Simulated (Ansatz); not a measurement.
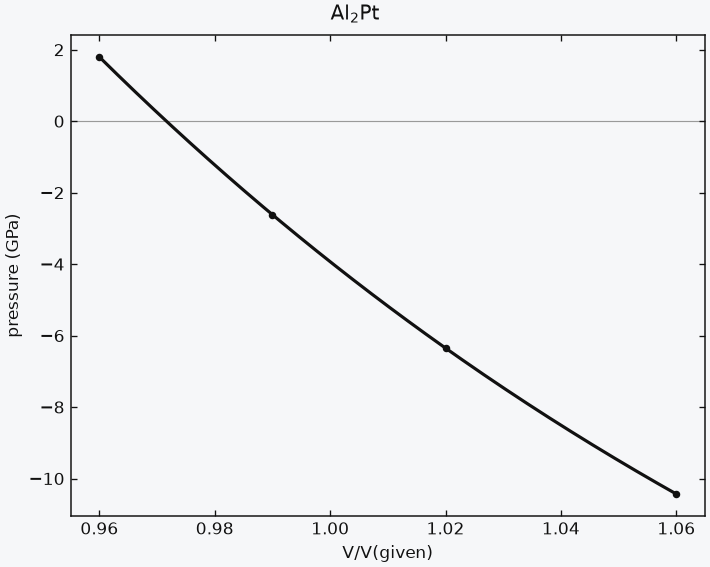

The figure shows the pressure against V/V(given) for Al₂Pt, space group Fm-3m (No. 225).

Cell as given: a = 4.179 Å, b = 4.179 Å, c = 4.179 Å, α = 60.00°, β = 60.00°, γ = 60.00°; 3 atoms.

Computed with Ansatz 0.2.0: periodic Kohn-Sham DFT of a crystal at fixed atoms, scaled to the stated factor times the given cell; pressure positive in compression. Level: LDA.

| setting | value |
| --- | --- |
| method | frozen-core PAW |
| relativity | scalar |
| k mesh | 12×12×12 |
| occupations | Fermi–Dirac |
| smearing width | 0.08 eV |
| wave cutoff | 420 eV |
| PAW set | soft_2 |

V(given) is 17.20 Å³/atom.

> Read off the course of the pressure.

It falls from 1.8 GPa at V/V(given) 0.96 to −10.4 GPa at 1.06, and changes sign near 0.97.

Caveats: PAW files made with PBE; no spin-orbit coupling on heavy atoms.

The computed values:

```
V/V(given)  pressure (GPa)
      0.96             1.8
      0.99            -2.6
      1.02            -6.3
      1.06           -10.4
```
